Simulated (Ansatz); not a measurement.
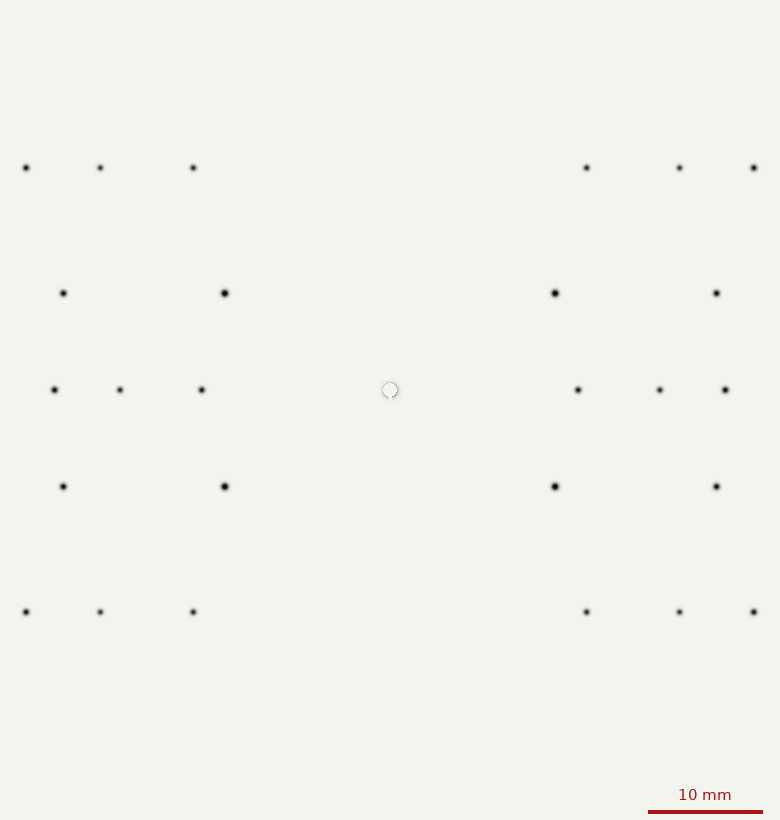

Simulated X-ray rotation photograph: Cu Kα radiation (λ = 1.5418 Å), cylindrical film of radius 30.0 mm unrolled, rotation axis vertical and normal to the beam, kinematic intensities without Lorentz or polarisation factors, the film spanning ±63° about the beam; spots down to d = 1.41 Å.

Measure the layer lines and find the identity period along the axis.

The first layer line lies 8.5 mm from the equator, so tan ν = 0.285, sin ν = 0.274 and the period is λ/sin ν = 5.63 Å. Further lines follow at 19.7 mm.

The crystal is Y, space group Im-3m (No. 229), a = 3.978 Å. Structure: the input geometry of an electronic-structure calculation (not necessarily at equilibrium); the starting structure was generated, so it need not be a known form of this composition.

About which axis was it rotated?

About [110] (or an equivalent direction), whose length in the conventional cell is 5.625 Å.
